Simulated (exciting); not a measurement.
Consider ZnSe (Stilleite), space group F-43m.

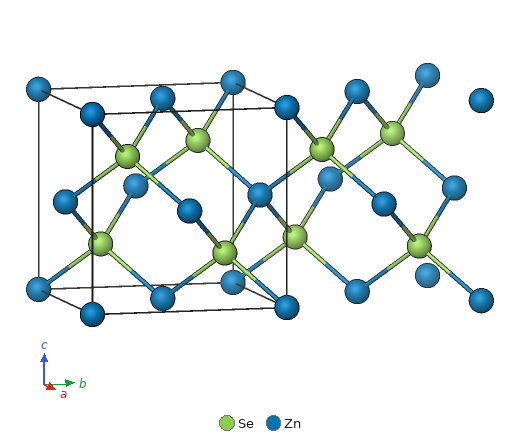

The structure (selenium green, zinc blue). Bonds to atoms that aren't drawn are left out. 1×2×1 conventional cells are drawn. Some periodic images of atoms are drawn too.

```xyz
2
Lattice="0.0000 2.8338 2.8338 2.8338 0.0000 2.8338 2.8338 2.8338 0.0000" Properties=species:S:1:pos:R:3 pbc="T T T"
Se    4.2507    4.2507    4.2507
Zn    0.0000    0.0000    0.0000
```

Absorber: atom 1, with 4 Zn at 2.45 Å (tetrahedral, site symmetry -43m). Method: exciting, all-electron LAPW+lo, PBE, exchange and screened direct term (singlet BSE), 5×5×5 shifted k points, 18 conduction bands, |G+q| up to 3 bohr⁻¹, full RPA screening with nempty = 40, Lorentzian half width 1.17 eV.

**Question.** Predict the Se K near-edge structure at this level.

Bound core exciton? Undecided on this mesh: the first bright state (over 5 % of the brightest) lies at 0.30 eV from the Kohn–Sham onset and at -0.39 eV from the lowest bare transition of its own mesh. Maxima (height): 1.8 eV (1.00) and 16.1 eV (0.45).

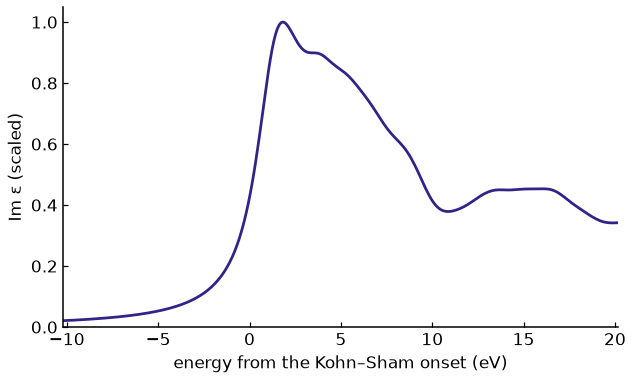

Energy from the Kohn–Sham onset, core level to the lowest empty state found on the meshes used; Im ε in relative units.

Binding energies aren't converged on 125 k points. Exchange and the short-range direct term aren't converged in the kernel cutoff. The zero comes from the unshifted 4×4×4 ground-state mesh; it is exact only where the band minimum lies on that mesh. The structure is a published determination, not relaxed.

[Banner, clock and machine lines of the logs are left out without a mark of their own.]

[Logs are printed without paths, hosts, clocks, repeated set-up lines and the standing remarks that a program may print on its own settings, such as how far it seeks lower states.]

[Hosts, paths, dates, database ids (printed as entryN), source tags and the programs' standing remarks are cut or masked in the printed files.]
